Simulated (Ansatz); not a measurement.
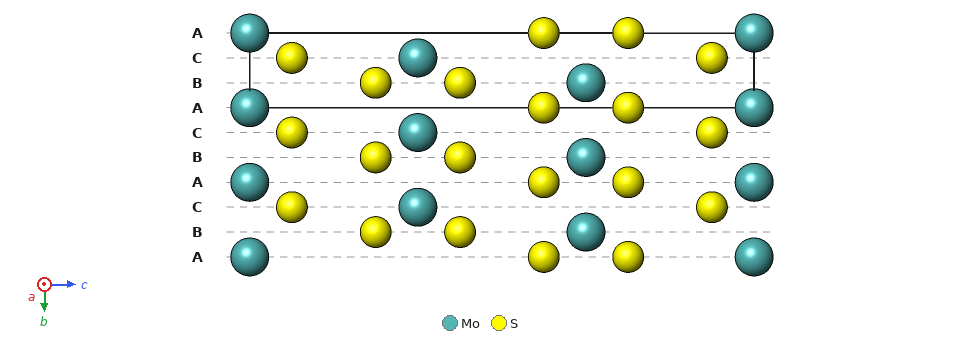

The picture looks along a close-packed row of the hexagonal mesh; c points to the right. The dashed lines mark the three columns A (0, 0), B (1/3, 2/3) and C (2/3, 1/3). The sequence starts with the first layer at or above the cell's origin.

MoS2 (space group R3m, No. 160). Coordinates: the input geometry of an electronic-structure calculation (not necessarily at equilibrium).

> List the layers of one repeat.

Mo(A) – S(C) – S(B) – Mo(C) – S(B) – S(A) – Mo(B) – S(A) – S(C) (nine layers in 18.58 Å).

> How are the S layers alone stacked?

S layers alone: CBBAAC, a sequence in which some neighbouring layers lie directly above each other.

> Which positions between or in the S layers do the other atoms fill?

Mo: three trigonal-prismatic sites, counted in one hexagonal cell. Three of the six gaps between S layers are empty, 3.08 Å wide.

> What short polytype symbol fits?

Polytype symbol 3R, the symbol of a layered MX2 polytype (number of slabs in the repeat and lattice).
